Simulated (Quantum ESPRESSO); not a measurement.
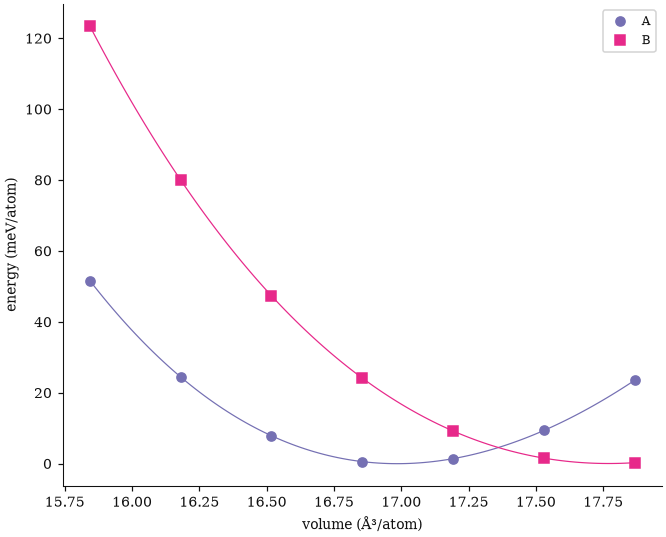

The figure compares two calculations of the energy against volume, each curve from its own zero. The first is for Au, space group Fm-3m (No. 225).

The cell holds 1 atom.

How it was computed, with Quantum ESPRESSO 7.5: plane-wave DFT, no spin polarisation; energies at scaled volumes of the given cell, shape and fractions fixed, counted from the fit's minimum, third-order Birch-Murnaghan fit. Level: TASK.

k mesh 11×11×11; occupations Fermi–Dirac; smearing width 0.05 eV; potentials SG15 PBE 1.2; wave cutoff 952.4 eV; density cutoff 3810 eV.

In the second, the level changes from TASK to vdW-DF-cx0. The second calculation uses k mesh 4×4×4.

Which of A and B is the second calculation, and what did the change do?

Answer. A. The equilibrium volume falls from 17.77 to 16.98 Å³/atom (−4.4 %) and the bulk modulus rises from 145 to 184 GPa (+27 %).

For TASK, limits of the calculation: potentials made for another functional; spin-orbit coupling left out, heavy elements.

For vdW-DF-cx0, limits of the calculation: coarse k mesh; coarse mesh for exact exchange; the fit and the printed pressures don't fully agree, or the minimum lies near the end of the range; potentials made for another functional; spin-orbit coupling left out, heavy elements.

V0 and the bulk modulus come from third-order Birch–Murnaghan fits.
